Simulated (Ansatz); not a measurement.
# Geometry relaxation of Au

System: Au (Fm-3m, 1 atom in the cell).
Method: DFT PBEsol, scalar-relativistic, plane waves, PAW, no spin polarisation (Ansatz 0.2.0).

The structure derives from a Materials Project entry. Figures and captions count atoms from 1; the log counts them from 0 in places.

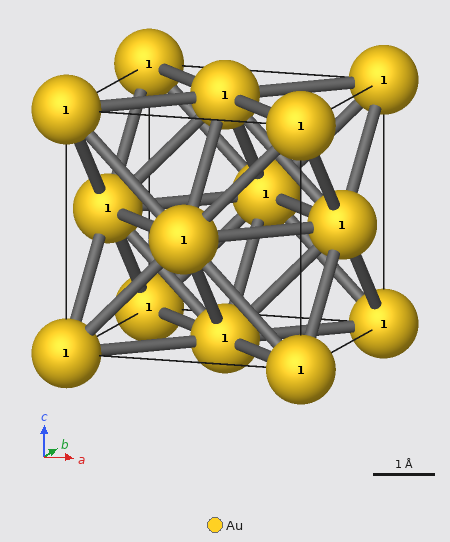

Fig. 1: The starting structure (ball-and-stick view of the cell 4 times as large as that of the calculation, set on its symmetry axes, seen slightly off an axis; atoms are numbered from 1 in the order of the input). An atom can appear more than once, as a periodic image. Near neighbours in the periodic cell (some may lie outside the picture): Au has 12 Au at 2.89 Å.

### Results in brief

- outcome: converged
- space group (tolerance 0.01 Å): Fm-3m (225)
- electrons treated: 19
- free energy: −13007.1006 eV
- Fermi energy: 20.450 eV
- gap on the k-point mesh: none (metallic)
- pressure: −0.01 GPa
- final volume: 17.03 Å³
- largest force (length of the vector) at the end: under 0.001 eV/Å
- final cell: a = 2.888 Å, b = 2.888 Å, c = 2.888 Å, α = 60.00°, β = 60.00°, γ = 60.00°
- hardware: 1 thread of AMD EPYC (Zen 5), 32 GiB of memory available, shared host
- wall time: 3.5 s
- peak memory: 0.36 GiB

Spin–orbit coupling is left out, which matters for Au.

### The input
```yaml
crystal:
  lattice:
    - [0.0, 2.0439732168, 2.0439732168]
    - [2.0439732168, 0.0, 2.0439732168]
    - [2.0439732168, 2.0439732168, 0.0]
  atoms:
    - { symbol: Au, position: [0.0, 0.0, 0.0] }
basis:
  ecutwfc: 420
kpoints:
  mp_grid: { grid: [18, 18, 18] }
hamiltonian:
  xc: pbesol
scf:
  occupations: { method: gaussian, width: 0.1 }
output:
  forces: true
  stress: true
  eigenvalues: true
  write_density: true
  write_potential: true
  elf: true
  volumetric_format: npy
relax:
  adjacent_minimum: "off"
  f_tol: 0.005
  max_steps: 80
  cell: { stress_tol: 0.05 }
```

Run as:
```bash
ansatz run input.yaml --threads 1 --pin off --max-ram 2560MiB --backend cpu --events-out ev --progress --plain --runs-dir out
```

### The program's output
```
Engine: ansatz 0.2.0, x86_64-unknown-linux-gnu
Pseudopotentials: kind: paw
Pseudopotential: Au, paw, valence charge 19, recommended cutoff 420 eV (normal), Au.paw.azcp
Functional definition: PBEsol
  exchange = pbesol_x
  correlation = pbesol_c
Crystal: 1 atoms, lattice volume = 17.079 Å³
Basis set: ecut = 420 eV, 331 PW (Γ), exchange–correlation on 40×40×40 points (8 copies of the dense FFT grid, shifted against one another)
Bands: 14, of which v1, the nominal top of the filled ones, is band 10 counted from 1 (9 counted from 0)
Symmetry: 48 space group operations
Space group: Fm-3m (ITA 225), of the structure as read, at distance tolerance 2.6e-5 Å
k-points: 195 of 5832
Non-local potential: Au, projectors of the file, l = 0: 3, l = 1: 2, l = 2: 2, l = 3: 1
PAW form: soft (Blöchl's): semilocal exchange-correlation on the pseudo side does not see the compensation charge
PAW frozen core: Au, regenerated for the run's functional, and the local potential with it (the file was generated under x = pbe(κ = 0.804, μ = 0.2195149727645171), c = pbe(β = 0.06672455060314922))
PAW one-centre angular grid: Au, 590 points (default); XC on 64 Gauss nodes
Initial density: superposition of atomic densities (neutral atoms: chi_scale 0, normalization atom), corrected by the library's trained network
Initial wavefunctions: pseudopotential atomic-orbital guess
Functional: x = pbesol(κ = 0.804, μ = 0.12345679012345678), c = pbesol(β = 0.046)
SCF iter   1: F=—  HF=-13007.102158 eV  |F-HF|=—  |Δ(HF+E_count)|=         —  Δρ=6.14e-3  dr2=5.89e-3  ethr=1.77e-3  ⟨swp⟩=4.6  Hψ=13653  notcnv=0
preconditioner: auto → none  [metal: Δε(μ)=0.016 eV  Ē_g=15.933 eV  σ=0.100 eV  W_gap=0.09  n_scr=8 (ndim 8)  ℏωp=29.8 eV  f_vac=0.000  D(μ)=0.30/eV (n_scr^D=0)  sad-step TF]
SCF iter   2: F=—  HF=-13007.100803 eV  |F-HF|=—  |Δ(HF+E_count)|=   1.35e-3  Δρ=2.67e-3  dr2=1.03e-3  ethr=3.10e-5  ⟨swp⟩=1.0  Hψ=4302  notcnv=0
SCF iter   3: F=—  HF=-13007.100519 eV  |F-HF|=—  |Δ(HF+E_count)|=   2.84e-4  Δρ=3.96e-4  dr2=9.81e-6  ethr=5.42e-6  ⟨swp⟩=2.0  Hψ=3609  notcnv=0
SCF iter   4: F=—  HF=-13007.100524 eV  |F-HF|=—  |Δ(HF+E_count)|=   5.42e-6  Δρ=4.18e-5  dr2=1.44e-7  ethr=5.16e-8  ⟨swp⟩=2.4  Hψ=4049  notcnv=0
iter 5 did not close the SCF: its close was put off for the readings that it lacked (scf_convergence_deferred on its scf_iter line)
SCF iter   5: F=-13007.100524 eV  HF=-13007.100524 eV  |F-HF|=1.82e-10  |Δ(HF+E_count)|=   1.13e-7  Δρ=3.11e-6  dr2=7.58e-10  ethr=7.61e-10  ⟨swp⟩=2.5  Hψ=4407  notcnv=0
SCF iter   6: F=-13007.100524 eV  HF=-13007.100524 eV  |F-HF|=5.28e-11  |Δ(HF+E_count)|=  3.27e-11  Δρ=6.74e-7  dr2=6.66e-11  ethr=3.99e-12  ⟨swp⟩=5.2  Hψ=13724  notcnv=0
SCF 1 converged in 6 iterations: F = -13007.100524 eV  dr2 = 6.66e-11
  greatest PAW one-centre occupation: 1.001 electrons in one spin orbital (limit 2), on the Au atom at site 0 (counted from 0), in its partial waves of l = 0
relax step   1: F+E_penalty+E_count = -13007.10052444 eV  Δ(F+E_penalty+E_count) = +0.000e0 eV  max|allowed force component| = 0.000e0 eV/Å  Δτ_max = 0.0000 Å  P = -0.540 GPa  Ω = 17.079 Å³  (6 SCF iters, dr2 threshold 1.00e-7 eV, accepted)
Crystal: 1 atoms, lattice volume = 16.926 Å³
Initial density: handed on by an earlier stage of this run
Initial wavefunctions: those handed on with the density
iter 1 solved again at ethr=2.33e-7 eV; its pass at ethr=3.10e-3 eV (dr2=4.42e-5 eV) is discarded
SCF iter   1: F=—  HF=-13007.100355 eV  |F-HF|=—  |Δ(HF+E_count)|=         —  Δρ=6.27e-4  dr2=6.65e-5  ethr=2.33e-7  ⟨swp⟩=2.0  Hψ=17974  notcnv=0
preconditioner: auto → none  [metal: Δε(μ)=0.016 eV  Ē_g=16.063 eV  σ=0.100 eV  W_gap=0.09  n_scr=8 (ndim 8)  ℏωp=29.9 eV  f_vac=0.000  D(μ)=0.29/eV (n_scr^D=0)]
SCF iter   2: F=—  HF=-13007.100336 eV  |F-HF|=—  |Δ(HF+E_count)|=   1.85e-5  Δρ=2.79e-4  dr2=5.37e-6  ethr=2.33e-7  ⟨swp⟩=2.0  Hψ=3770  notcnv=0
SCF iter   3: F=—  HF=-13007.100335 eV  |F-HF|=—  |Δ(HF+E_count)|=   1.63e-6  Δρ=1.10e-4  dr2=9.30e-7  ethr=2.83e-8  ⟨swp⟩=2.8  Hψ=4596  notcnv=0
SCF iter   4: F=-13007.100334 eV  HF=-13007.100334 eV  |F-HF|=1.00e-8  |Δ(HF+E_count)|=   1.43e-7  Δρ=3.10e-5  dr2=6.67e-8  ethr=5.26e-10  ⟨swp⟩=5.9  Hψ=14507  notcnv=0
SCF 2 converged in 4 iterations: F = -13007.100334 eV  dr2 = 6.67e-8
relax step   2: F+E_penalty+E_count = -13007.10033440 eV  Δ(F+E_penalty+E_count) = +1.900e-4 eV  max|allowed force component| = 0.000e0 eV/Å  Δτ_max = 0.0000 Å  P = +1.045 GPa  Ω = 16.926 Å³  energy of the carried Pulay correction = +4.379e-5 eV  (4 SCF iters, dr2 threshold 1.00e-7 eV, rejected (line search))
Crystal: 1 atoms, lattice volume = 17.026 Å³
iter 1 solved again at ethr=8.25e-8 eV; its pass at ethr=3.10e-3 eV (dr2=1.57e-5 eV) is discarded
SCF iter   1: F=—  HF=-13007.100639 eV  |F-HF|=—  |Δ(HF+E_count)|=         —  Δρ=3.94e-4  dr2=2.72e-5  ethr=8.25e-8  ⟨swp⟩=2.1  Hψ=17688  notcnv=0
preconditioner: auto → none  [metal: Δε(μ)=0.010 eV  Ē_g=16.007 eV  σ=0.100 eV  W_gap=0.06  n_scr=8 (ndim 8)  ℏωp=29.8 eV  f_vac=0.000  D(μ)=0.29/eV (n_scr^D=0)]
SCF iter   2: F=—  HF=-13007.100639 eV  |F-HF|=—  |Δ(HF+E_count)|=   5.55e-8  Δρ=1.72e-4  dr2=2.12e-6  ethr=8.25e-8  ⟨swp⟩=2.0  Hψ=3797  notcnv=0
SCF iter   3: F=—  HF=-13007.100629 eV  |F-HF|=—  |Δ(HF+E_count)|=   9.81e-6  Δρ=6.70e-5  dr2=3.49e-7  ethr=1.12e-8  ⟨swp⟩=2.8  Hψ=4571  notcnv=0
SCF iter   4: F=—  HF=-13007.100629 eV  |F-HF|=—  |Δ(HF+E_count)|=   6.48e-8  Δρ=1.47e-5  dr2=1.47e-8  ethr=1.83e-9  ⟨swp⟩=1.0  Hψ=2737  notcnv=0
SCF iter   5: F=—  HF=-13007.100629 eV  |F-HF|=—  |Δ(HF+E_count)|=  4.24e-10  Δρ=1.54e-6  dr2=1.37e-10  ethr=7.74e-11  ⟨swp⟩=2.0  Hψ=2946  notcnv=0
SCF iter   6: F=-13007.100629 eV  HF=-13007.100629 eV  |F-HF|=3.64e-12  |Δ(HF+E_count)|=  3.64e-12  Δρ=1.16e-7  dr2=8.80e-13  ethr=1.00e-12  ⟨swp⟩=5.0  Hψ=10076  notcnv=0
SCF 3 converged in 6 iterations: F = -13007.100629 eV  dr2 = 8.80e-13
relax step   3: F+E_penalty+E_count = -13007.10062916 eV  Δ(F+E_penalty+E_count) = -1.047e-4 eV  max|allowed force component| = 0.000e0 eV/Å  Δτ_max = 0.0000 Å  P = -0.007 GPa  Ω = 17.026 Å³  energy of the carried Pulay correction = +1.496e-5 eV  (6 SCF iters, accepted)
Initial wavefunctions: pseudopotential atomic-orbital guess (no wavefunctions were taken with the density)
iter 1 solved again at ethr=1.41e-9 eV; its pass at ethr=3.10e-3 eV (dr2=2.68e-7 eV) is discarded
SCF iter   1: F=—  HF=-13007.100617 eV  |F-HF|=—  |Δ(HF+E_count)|=         —  Δρ=5.80e-6  dr2=9.44e-10  ethr=1.41e-9  ⟨swp⟩=4.2  Hψ=22882  notcnv=0
preconditioner: auto → none  [metal: Δε(μ)=0.011 eV  Ē_g=16.005 eV  σ=0.100 eV  W_gap=0.06  n_scr=8 (ndim 8)  ℏωp=29.8 eV  f_vac=0.000  D(μ)=0.29/eV (n_scr^D=0)]
SCF iter   2: F=—  HF=-13007.100616 eV  |F-HF|=—  |Δ(HF+E_count)|=   1.02e-6  Δρ=2.69e-6  dr2=1.87e-10  ethr=4.97e-12  ⟨swp⟩=2.3  Hψ=4539  notcnv=0
SCF iter   3: F=—  HF=-13007.100616 eV  |F-HF|=—  |Δ(HF+E_count)|=  1.15e-10  Δρ=7.03e-7  dr2=4.38e-11  ethr=1.00e-12  ⟨swp⟩=2.3  Hψ=3988  notcnv=0
SCF iter   4: F=-13007.100616 eV  HF=-13007.100616 eV  |F-HF|=3.64e-12  |Δ(HF+E_count)|=  7.28e-12  Δρ=1.44e-7  dr2=7.13e-13  ethr=1.00e-12  ⟨swp⟩=4.0  Hψ=11036  notcnv=0
SCF 4 converged in 4 iterations: F = -13007.100616 eV  dr2 = 7.13e-13
relax step   4: F+E_penalty+E_count = -13007.10061646 eV  Δ(F+E_penalty+E_count) = +1.269e-5 eV  max|allowed force component| = 0.000e0 eV/Å  Δτ_max = 0.0000 Å  P = -0.007 GPa  Ω = 17.026 Å³  stress off target by 6.84e-3 GPa  SCF on the basis re-selected at this cell (its energy is not comparable with the rows above)  (4 SCF iters)
```

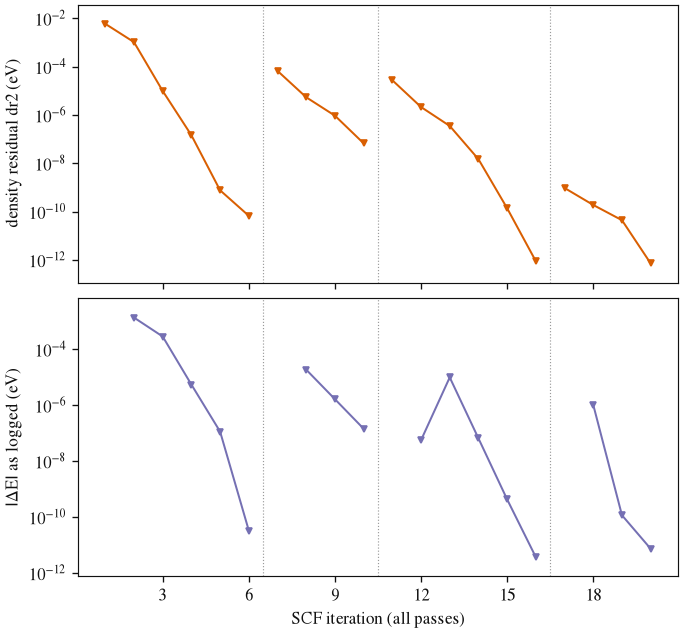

Fig. 2: Convergence of the self-consistent field: density residual dr2 and size of the energy change against the SCF iteration. The dotted lines part the SCF passes of the relaxation: geometry steps, rejected trials and re-solves on a re-selected basis. The passes take 6, 4, 6 and 4 iterations.

```
basis re-selected at this cell: Δ(F+E_penalty+E_count) = +1.269e-5 eV, ΔP = +0.001 GPa vs the last step (what re-selecting the basis moved, of the pressure what is left beyond the Pulay correction that the steps carried, after the strain that the cell walked since its last selection, with what the two solves' SCF thresholds leave and, on support functions, any second-order correction that the steps lacked; it is no measure of the basis error at this ecutwfc). This SCF's stress stands 6.84e-3 GPa from its target on what of the cell is left free (relax.cell.stress_tol is 5.00e-2 GPa) and its largest allowed force component is 0.00e0 eV/Å (relax.f_tol is 5.00e-3 eV/Å): within both
SCF converged after 4 iterations
Free energy (F): -13007.100616 eV
Harris-Foulkes:  -13007.100616 eV  (|F-HF|=3.64e-12)
Internal energy: -13007.099177 eV  (E = F + TS)
E sigma→0 (E₀):  -13007.099897 eV
Entropy (-TS):   -0.001439 eV (-1.439 meV/atom)
Fermi energy:    20.449751 eV
--- Per-component energies (eV) ---
  E_band       = -209.887233
  E_kinetic    = 604.673579
  E_local      = -1704.686897  (includes V_loc(G=0)·N_el)
  E_nonlocal   = 77.643888
  E_hartree    = 725.356293
  E_xc         = -226.613119
  E_vxc        = -274.649824  (∫ρ·V_xc dr)
  E_paw        = -9565.718008  (= ΣΔE_a)
  E_vpaw       = -363.581980  (= ΣTr[D̂ρ^β])
  E_aug_tail   = 0.001432  (compensation charges beyond the density's cutoff)
  E_ewald      = -2918.065824
  E_core_change = 0.309479  (= ΣΔE_core)
  E_smearing   = -0.001439  (= −TS)
  E_closure    = 0.000000  (closes the sum)
  Σ components = -13007.100616   (vs F -13007.100616, Δ=0.00e0)
--- Forces (eV/Å), atoms counted from 1 ---
  atom   1  Au     0.00000000    -0.00000000     0.00000000
  max |Σ_I F_I| component: 7.40e-32 eV/Å
--- Stress (GPa, compression-positive) ---
       -0.006844      -0.000000      -0.000000
       -0.000000      -0.006844      -0.000000
       -0.000000      -0.000000      -0.006844
  P = ⅓ Tr σ = -0.0068 GPa (-0.068 kbar)
--- Band table (eV; the first three rows and the last of 195) ---
  k-point 0: bands = ["-85.0144", "-36.3131", "-36.3131", "-36.3131", "10.5320", "15.7908", "15.7908", "15.7908", "17.3290", "17.3290", "34.8884", "38.8908", "38.8908", "38.8908"]
  k-point 1: bands = ["-85.0140", "-36.3198", "-36.3141", "-36.3141", "10.6404", "15.7544", "15.8286", "15.8286", "17.3115", "17.3115", "35.0176", "38.1846", "39.0203", "39.0203"]
  k-point 2: bands = ["-85.0130", "-36.3392", "-36.3171", "-36.3171", "10.9569", "15.6621", "15.9273", "15.9273", "17.2757", "17.2757", "35.3143", "36.7202", "39.3872", "39.3872"]
  k-point 194: bands = ["-84.9986", "-36.4716", "-36.4500", "-36.3993", "14.4476", "14.9781", "15.6744", "17.2256", "18.8657", "25.1971", "26.0437", "27.4081", "29.8864", "42.3376"]
--- Relaxed structure (3 steps of the walk, 2 accepted, 1 SCFs on fresh bases) ---
  F+E_penalty+E_count = -13007.10061646 eV   max|allowed force component| = 0.000e0 eV/Å   (the final SCF, on the basis selected at the relaxed cell)
  cell:  # Å, volume = 17.0263 Å³
    - [1.464919459457482e-34, 2.041879935099366, 2.041879935099366]
    - [2.041879935099366, 1.6878419858966642e-34, 2.041879935099366]
    - [2.041879935099366, 2.041879935099366, 1.0827665569903128e-34]
  atoms:
    - { symbol: Au, position: [0.0, 0.0, 0.0] }
```

### Trajectory as extended XYZ (Å, eV, eV/Å), 4 frames, from step=1 to step=4
```
1
Lattice="0.0000 2.0440 2.0440 2.0440 0.0000 2.0440 2.0440 2.0440 0.0000" Properties=species:S:1:pos:R:3:forces:R:3 step=1 energy=-13007.10052 pressure_GPa=-0.54
Au    0.0000    0.0000    0.0000    0.0000   0.0000   0.0000
1
Lattice="0.0000 2.0379 2.0379 2.0379 0.0000 2.0379 2.0379 2.0379 0.0000" Properties=species:S:1:pos:R:3:forces:R:3 step=2 energy=-13007.10033 pressure_GPa=1.04 accepted=F
Au    0.0000    0.0000    0.0000    0.0000   0.0000   0.0000
1
Lattice="0.0000 2.0419 2.0419 2.0419 0.0000 2.0419 2.0419 2.0419 0.0000" Properties=species:S:1:pos:R:3:forces:R:3 step=3 energy=-13007.10063 pressure_GPa=-0.01
Au    0.0000    0.0000    0.0000    0.0000   0.0000   0.0000
1
Lattice="0.0000 2.0419 2.0419 2.0419 0.0000 2.0419 2.0419 2.0419 0.0000" Properties=species:S:1:pos:R:3:forces:R:3 step=4 energy=-13007.10062 pressure_GPa=-0.01
Au    0.0000    0.0000    0.0000    0.0000   0.0000   0.0000
```

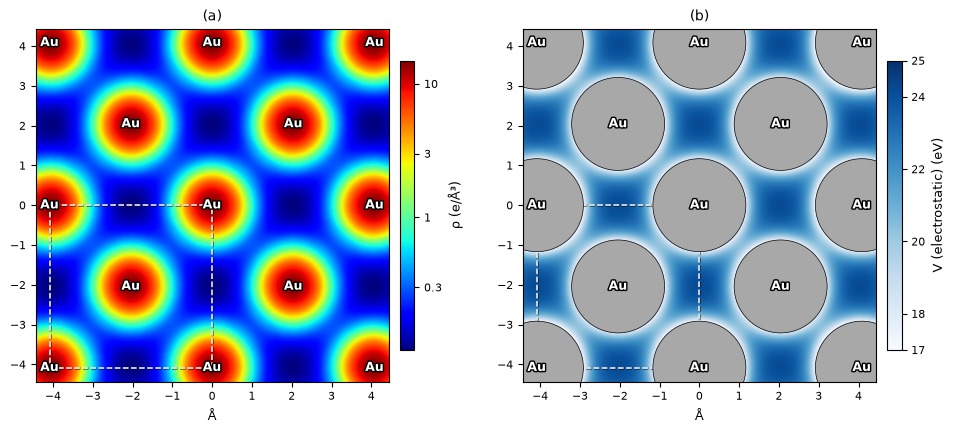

Fig. 3: (a) valence charge density (pseudo); (b) electrostatic potential energy of an electron on the (010) plane of the conventional cell. Grey discs, where drawn, cover atomic cores. The section cuts through Au sites. Au–Au (2.89 Å): the density is about 0.28 e/Å³ at the midpoint. Away from the nuclei the density in this plane falls to 0.1 e/Å³ at its lowest. Outside the cores the potential energy rises away from the atoms and is highest about 2.0 Å from the nearest atoms; outside the discs it spans about 7 eV, and its zero is arbitrary. The fields are those of the smooth PAW valence density.

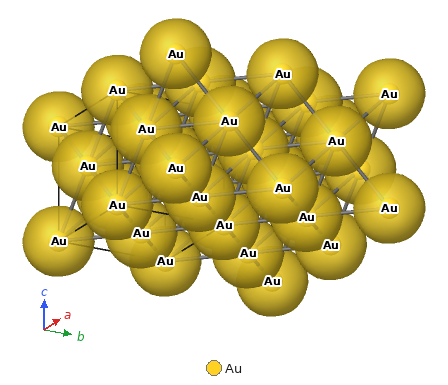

Fig. 4: Isosurface of the valence pseudo-density at 0.4 e/Å³ (yellow), seen at an oblique angle. Sticks mark near contacts. The outline is the cell set on symmetry axes. At this value the density breaks into separate islands; it holds about 85 % of the electrons treated as valence (semicore included). It is pinched off along the Au–Au (2.89 Å) contacts. On the grid the lowest density along these lines, outside the cores, is 0.28 e/Å³ (Au–Au, 2.89 Å).
